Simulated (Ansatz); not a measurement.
# A series of single points on C

System: C (2 atoms in the cell).
Method: DFT PBEsol+D3(BJ), scalar-relativistic, plane waves, PAW, no spin polarisation (Ansatz 0.2.0).

The 6 runs differ only in the geometry, by a shift of atoms along one path in a fixed cell. The shift s is measured from run 4: C1 moves along the Cartesian direction (0.00, 0.00, 1.00), and C2 with it in fixed proportion. The structure derives from an entry of the Crystallography Open Database.

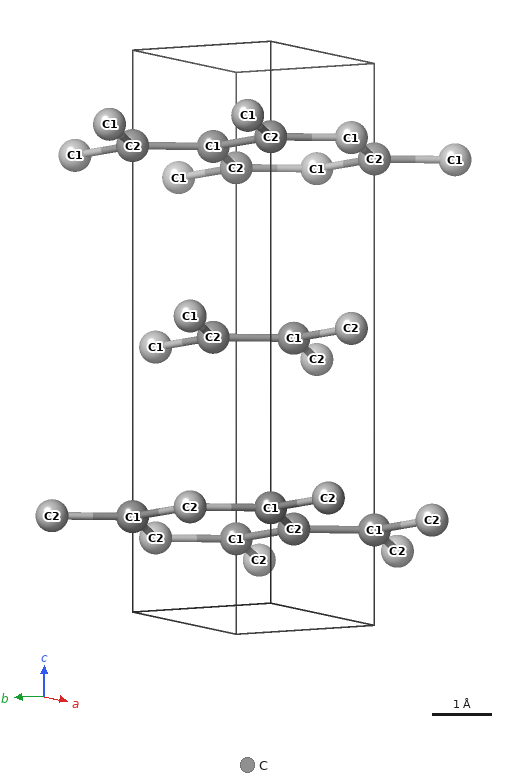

Figure 1. The structure of run 4 (ball-and-stick view of the cell 3 times as large as that of the calculation, set on its symmetry axes, seen at an oblique angle; neighbours outside the cell are drawn fainter; atoms are numbered from 1 in the order of the input).

**Input of run 4**
```yaml
crystal:
  lattice:
    - [1.2291305633, 0.7096388616, 3.2835658809]
    - [-1.2291305633, 0.7096388616, 3.2835658809]
    - [0.0, -1.4192777231, 3.2835658809]
  atoms:
    - { symbol: C, position: [0.1698015679, 0.1698015679, 0.1698015679] }
    - { symbol: C, position: [0.8301984321, 0.8301984321, 0.8301984321] }
basis:
  ecutwfc: 520.0
kpoints:
  mp_grid: { grid: [15, 15, 15] }
hamiltonian:
  xc: pbesol
  dispersion: d3bj
scf:
  occupations: { method: gaussian, width: 0.05 }
output:
  forces: true
  stress: true
  eigenvalues: true
```

Command:
```bash
ansatz run input.yaml --threads 1 --pin off --max-ram 2048MiB --backend cpu --events-out ev --progress --plain --runs-dir out
```

Lattice vectors (Å) and fractional positions of run 4:
```
   1.229131    0.709639    3.283566
  -1.229131    0.709639    3.283566
   0.000000   -1.419278    3.283566
C   0.169802  0.169802  0.169802
C   0.830198  0.830198  0.830198
```

Run 3 differs from it as follows:
```diff
-    - { symbol: C, position: [0.1698015679, 0.1698015679, 0.1698015679] }
-    - { symbol: C, position: [0.8301984321, 0.8301984321, 0.8301984321] }
+    - { symbol: C, position: [0.1633654755, 0.1633654755, 0.1633654755] }
+    - { symbol: C, position: [0.8366345245, 0.8366345245, 0.8366345245] }
```

**Results, with one run withheld**

```csv
run,shift s of C1 (Å),"free energy per atom, from the lowest run given (meV)",pressure (GPa),gap on the mesh (eV),force along the path (eV/Å)
1,−0.1267,132.51,−2.45,0.83,6.268
2,−0.0950,49.66,−1.12,0.94,4.184
3,−0.0634,?,?,?,?
4,0.0000,0.00,−0.23,0.64,−2.104
5,0.0316,49.90,−1.00,0.54,−4.216
6,0.0633,133.62,−2.25,0.46,−6.350
```

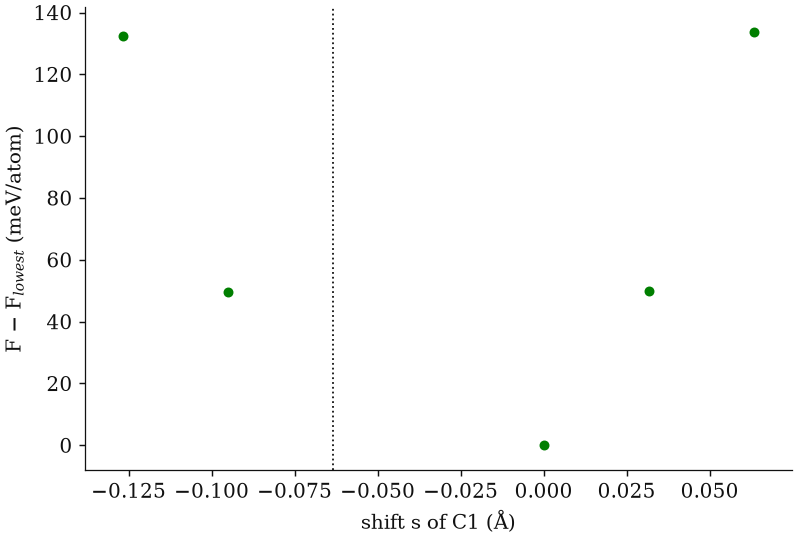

Figure 2. Free energy per atom of the runs given; the dotted line marks run 3.

Fit the runs given and predict run 3.

A cubic polynomial in the coordinate, fitted to the 5 runs given, misses them by at most 0.03 meV per atom. With x = s + 0.0254, it reads F = −16.034 + 208.15 x + 16607 x² + 755.64 x³ (meV per atom). At run 3 it gives 0.00 meV per atom, and the run itself gives 0.02. The slope of the fit gives a force −dF/ds of 2.101 eV/Å along the path (summed over the atoms that move), and the printed forces give 2.099 eV/Å. The fit has its minimum at s = −0.0317 Å. The gap on the mesh lies between 0.46 eV (run 6) and 0.94 eV (run 2); run 3 has 0.88 eV. These are gaps of this functional on this mesh, which can miss the band edges; they aren't the measured gap.

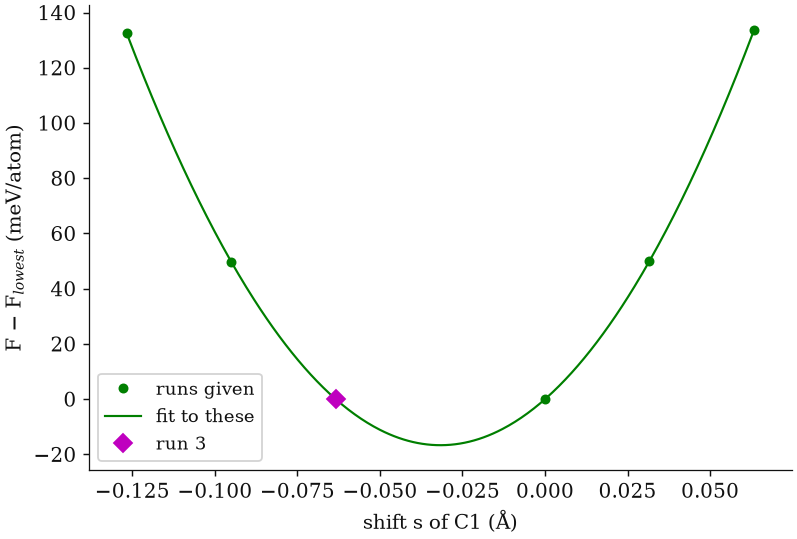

Figure 3. The fit and the withheld run.

**Output, shortened to warnings, some set-up lines, iterations and results (run 3)**
```
Basis set: ecut = 520 eV, 451 PW (Γ), FFT grids on a1−a3, a2−a3, a3, exchange–correlation on 40×40×54 points (8 copies of the dense FFT grid, shifted against one another)
Symmetry: 12 space group operations
k-points: 344 of 3375
Initial density: superposition of atomic densities (neutral atoms: chi_scale 0, normalization atom), corrected by the library's trained network
[...]
SCF iter   1: F=—  HF=-493.570415 eV  |F-HF|=—  |Δ(HF+E_count)|=         —  Δρ=3.50e-3  dr2=1.59e-3  ethr=1.77e-3  ⟨swp⟩=4.2  Hψ=17896  notcnv=0
SCF iter   2: F=—  HF=-493.570729 eV  |F-HF|=—  |Δ(HF+E_count)|=   3.14e-4  Δρ=1.51e-3  dr2=2.37e-4  ethr=1.98e-5  ⟨swp⟩=2.3  Hψ=6842  notcnv=0
SCF iter   3: F=—  HF=-493.570818 eV  |F-HF|=—  |Δ(HF+E_count)|=   8.96e-5  Δρ=2.11e-4  dr2=6.90e-6  ethr=2.96e-6  ⟨swp⟩=3.0  Hψ=4058  notcnv=0
SCF iter   4: F=—  HF=-493.570824 eV  |F-HF|=—  |Δ(HF+E_count)|=   5.86e-6  Δρ=3.74e-5  dr2=2.44e-7  ethr=8.62e-8  ⟨swp⟩=3.0  Hψ=4233  notcnv=0
SCF iter   5: F=-493.570824 eV  HF=-493.570824 eV  |F-HF|=7.93e-10  |Δ(HF+E_count)|=   2.61e-7  Δρ=2.81e-6  dr2=5.24e-10  ethr=3.05e-9  ⟨swp⟩=2.1  Hψ=4012  notcnv=0
SCF iter   6: F=-493.570824 eV  HF=-493.570824 eV  |F-HF|=1.13e-11  |Δ(HF+E_count)|=  7.82e-10  Δρ=5.67e-7  dr2=3.00e-11  ethr=6.55e-12  ⟨swp⟩=1.3  Hψ=8552  notcnv=0
SCF 1 converged in 6 iterations: F = -493.570824 eV  dr2 = 3.00e-11
SCF converged after 6 iterations
Free energy (F): -493.570824 eV
Harris-Foulkes:  -493.570824 eV  (|F-HF|=1.13e-11)
Internal energy: -493.570824 eV  (E = F + TS)
E sigma→0 (E₀):  -493.570824 eV
Fermi energy:    7.194175 eV
--- Per-component energies (eV) ---
  E_band       = -15.314945
  E_kinetic    = 181.580533
  E_local      = -293.691111  (includes V_loc(G=0)·N_el)
  E_nonlocal   = 54.940389
  E_hartree    = 87.061748
  E_xc         = -95.220376
  E_vxc        = -118.357330  (∫ρ·V_xc dr)
  E_paw        = -190.970493  (= ΣΔE_a)
  E_vpaw       = -13.910867  (= ΣTr[D̂ρ^β])
  E_aug_tail   = 0.000011  (compensation charges beyond the density's cutoff)
  E_ewald      = -237.088480
  E_disp       = -0.225247  (pairwise vdW)
  E_core_change = 0.042201  (= ΣΔE_core)
  E_smearing   = -0.000000  (= −TS)
  E_closure    = -0.000000  (closes the sum)
  Σ components = -493.570824   (vs F -493.570824, Δ=0.00e0)
--- Forces (eV/Å), atoms counted from 1 ---
  atom   1  C      0.00000000     0.00000000     1.04962150
  atom   2  C     -0.00000000    -0.00000000    -1.04962150
  max |Σ_I F_I| component: 4.44e-16 eV/Å
--- Stress (GPa, compression-positive) ---
       -0.003843      -0.000000      -0.000000
       -0.000000      -0.003843      -0.000000
       -0.000000      -0.000000      -0.854338
  P = ⅓ Tr σ = -0.2873 GPa (-2.873 kbar)
```
